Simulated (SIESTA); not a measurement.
## FeSi$_{2}$: 6 runs along one coordinate

System: FeSi$_{2}$ (P4/mmm, 3 atoms in the cell).
Method: Kohn-Sham DFT of a periodic cell, LDA, PseudoDojo 0.4 standard, converted to PSML, spin-polarised (SIESTA 5.4.2).

The 6 runs differ only in the geometry, by an even scaling of the cell at fixed fractional positions. The structure derives from an entry of the Crystallography Open Database.

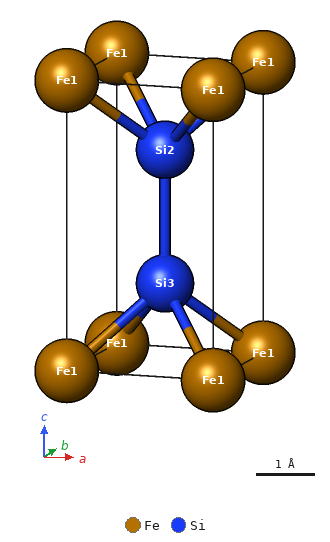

Figure 1. The structure of run 4 (ball-and-stick view of the cell of the calculation, seen slightly off an axis; atoms are numbered from 1 in the order of the input). An atom can appear more than once, as a periodic image.

**Input of run 4**
```
SystemName                      Linzhiite
SystemLabel                     FeSi2
NumberOfSpecies                 2
NumberOfAtoms                   3
%block ChemicalSpeciesLabel
  1  26 Fe
  2  14 Si
%endblock ChemicalSpeciesLabel

LatticeConstant                 1.0 Ang
%block LatticeVectors
     2.6840000000     0.0000000000     0.0000000000
     0.0000000000     2.6840000000     0.0000000000
     0.0000000000     0.0000000000     5.1280000000
%endblock LatticeVectors
AtomicCoordinatesFormat         Fractional
%block AtomicCoordinatesAndAtomicSpecies
     0.0000000000     0.0000000000     0.0000000000  1  Fe
     0.5000000000     0.5000000000     0.7300000000  2  Si
     0.5000000000     0.5000000000     0.2700000000  2  Si
%endblock AtomicCoordinatesAndAtomicSpecies

%block kgrid.MonkhorstPack
    8   0   0  0.0
    0   8   0  0.0
    0   0   4  0.0
%endblock kgrid.MonkhorstPack
XC.Functional                   LDA
XC.Authors                      PW92
PAO.BasisSize                   DZP
PAO.EnergyShift                 0.003 Ry
Mesh.Cutoff                     800 Ry
Spin                            polarized
%block DM.InitSpin
    1   3.000
    2   0.000
    3   0.000
%endblock DM.InitSpin
OccupationFunction              FD
ElectronicTemperature           0.05 eV
MaxSCFIterations                200
SCF.MustConverge                false
SCF.Mixer.Method                Pulay
SCF.Mixer.Weight                0.1
SCF.Mixer.History               10
SCF.DM.Tolerance                5.0e-05
SCF.H.Tolerance                 1.0e-03 eV
WriteForces                     true
Charge.Mulliken                 end
%block PAO.Basis
  Fe 5
  n=3 0 2
    2.635 0.000
  n=4 0 2
    7.489 0.000
  n=3 1 2
    2.949 0.000
  n=4 1 1
    7.489
  n=3 2 2
    4.849 0.000
%endblock PAO.Basis
```

Command:
```bash
siesta < FeSi2.fdf > FeSi2.out 2>&1
```

Run 5 differs from it as follows:
```diff
-     2.6840000000     0.0000000000     0.0000000000
-     0.0000000000     2.6840000000     0.0000000000
-     0.0000000000     0.0000000000     5.1280000000
+     2.7017753525     0.0000000000     0.0000000000
+     0.0000000000     2.7017753525     0.0000000000
+     0.0000000000     0.0000000000     5.1619612546
```

**Results, with one run withheld**

```tsv
run	volume per atom (Å³)	free energy per atom, from the lowest run given (meV)	pressure (GPa)
1	11.575	11.89	8.85
2	11.821	2.23	3.80
3	12.068	0.00	−0.81
4	12.314	4.48	−4.83
5	12.560	?	?
6	12.806	30.17	−11.68
```

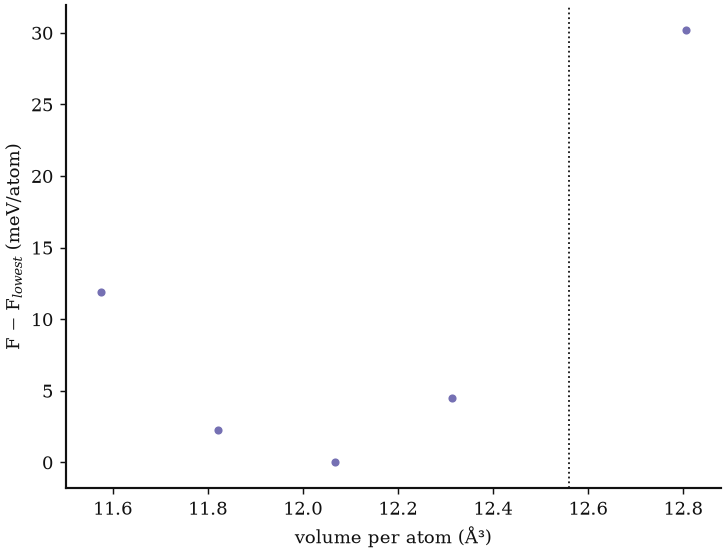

Figure 2. Free energy per atom of the runs given; the dotted line marks run 5.

Fit the runs given and predict run 5.

A cubic polynomial in V^(−2/3) (the Birch–Murnaghan form), fitted to the 5 runs given, misses them by at most 0.02 meV per atom. With x = V^(−2/3) − 0.18969 Å⁻², it reads F = 0.28231 − 870.1 x + 4.9624e+05 x² + 1.4189e+06 x³ (meV per atom). At run 5 it gives 14.74 meV per atom, and the run itself gives 14.69. The slope of the fit gives a pressure −dF/dV of −8.44 GPa there, and the run prints −8.39 GPa. The two needn't agree exactly: the fit is approximate, and the printed stress is taken on a finite basis. The fit has its minimum at 12.021 Å³ per atom, where V d²F/dV² gives 215 GPa. Cell shape and fractional positions are held, so this is the stiffness under even scaling; the relaxed bulk modulus wasn't computed.

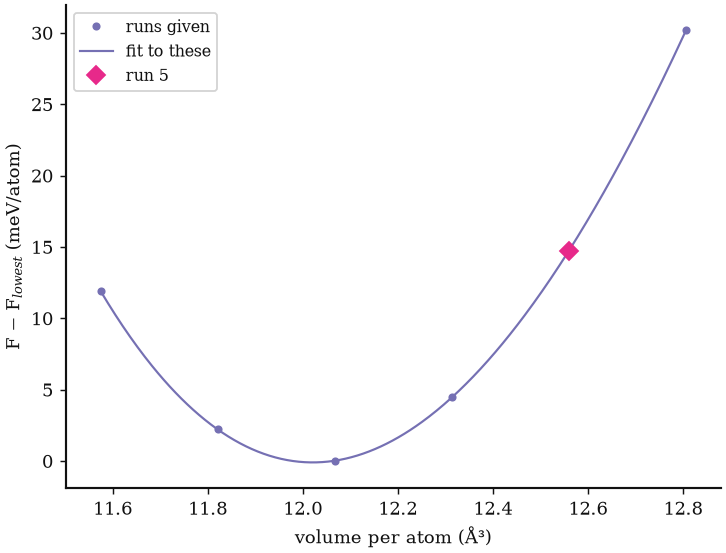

Figure 3. The fit and the withheld run.

**Some lines of the output (run 5)**
```
[...]
outcell: Cell volume (Ang**3)        :     37.6802
stepf: Fermi-Dirac step function
siesta: Etot    =     -3638.824619
siesta: FreeEng =     -3638.840549
        iscf     Eharris(eV)        E_KS(eV)     FreeEng(eV)     dDmax    Ef(eV) dHmax(eV)
siesta: E_KS(eV) =            -3641.0330
siesta: E_KS - E_eggbox =     -3641.0330
siesta: Etot    =     -3641.032961
siesta: FreeEng =     -3641.044876
siesta:         Fermi =      -6.057303
siesta: Cell volume =         37.680201 Ang**3
    Orbital volume contribution        =           3.175508 eV
```

Notes: Points of doubt noted for this run: mulliken charges of long orbitals. With a small basis of atomic orbitals these values can differ much from converged plane-wave results.
